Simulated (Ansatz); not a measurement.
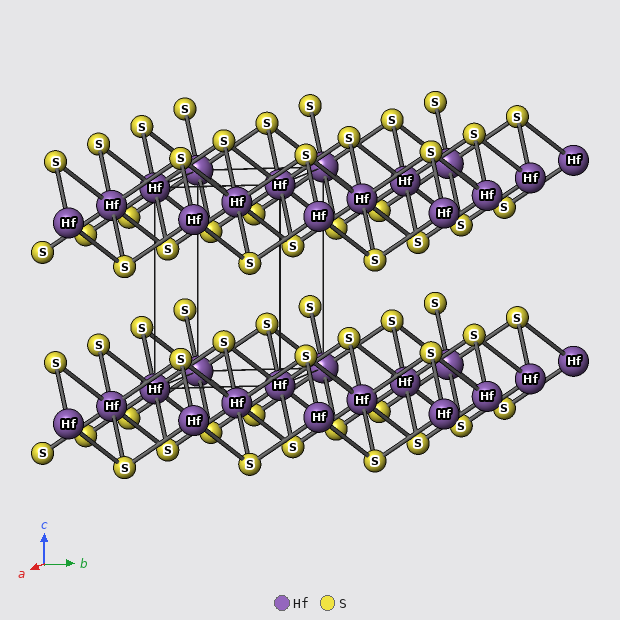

System HfS₂ (space group P-3m1, No. 164); source of the atomic positions: the end point of a relaxation with DFT, PBE-D3(BJ), plane waves, PAW (Ansatz); the starting structure was generated, so it need not be a known form of this composition.

Bonds are taken as Hf–S below 2.9 Å; no other contact counts. The graph is simplified in the usual way: terminal and isolated atoms are pruned, two-connected atoms become edges.

Question: What kind of net remains, and which atoms are its nodes?

Answer: A binodal (3,6)-connected, two-periodic (layers) net: S is a 3-connected node; Hf is a 6-connected node, in the ratio 2:1.

Question: Which named net is it?

Answer: It is the kgd net, known from the layers of CdI2 (1T type).

Question: How do the layers lie?

Answer: The layers lie parallel to (001).

Question: Give the first four terms of the coordination sequence (nodes one, two, three … edges away).

Answer: S: 3, 12, 9, 24; Hf: 6, 6, 18, 12.
